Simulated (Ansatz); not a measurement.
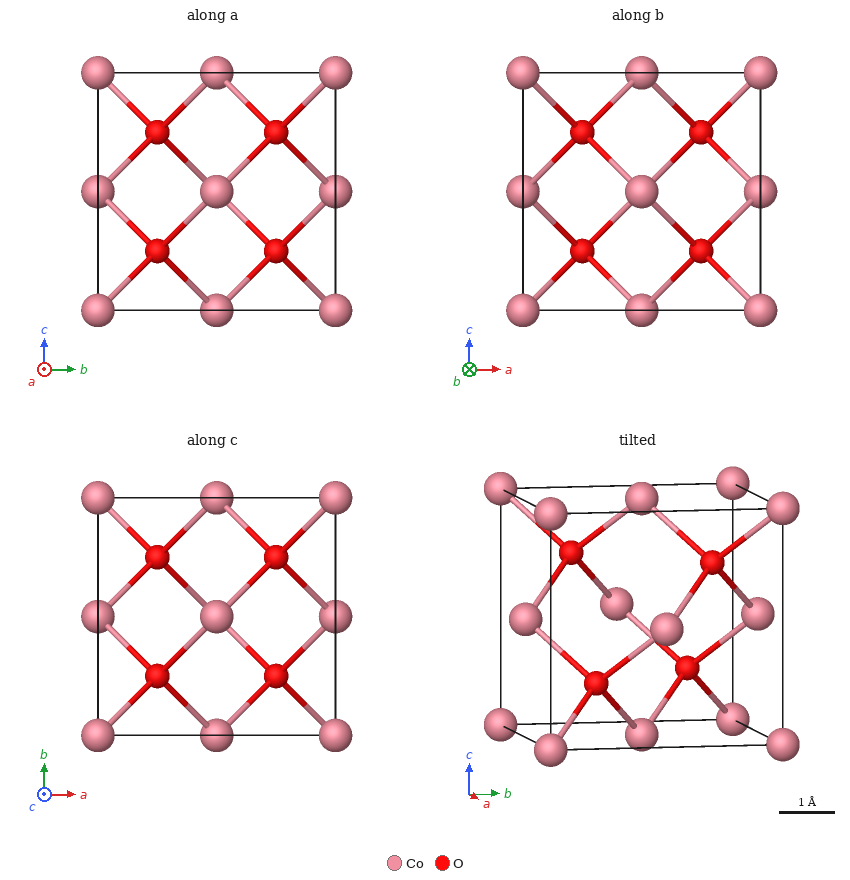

We look at a ball-and-stick model of the crystal along the a axis, along the b axis, along the c axis and slightly off an axis. The lines enclose the conventional unit cell; boundary atoms appear with their images.

Lattice parameters: a = 4.349 Å, b = 4.349 Å, c = 4.349 Å, α = 90.00°, β = 90.00°, γ = 90.00°.

**Transcribe the picture into a table of Wyckoff sites.**

Space group F-43m (No. 216).
```csv
atom,site,x,y,z
Co,4a,0.0000,0.0000,0.0000
O,4d,0.2500,0.2500,0.7500
```

Origin of the cell: a structure type filled with these elements by a generator (whether the compound takes this form wasn't checked). It was relaxed with DFT PBEsol, scalar-relativistic, plane waves, PAW (Ansatz).
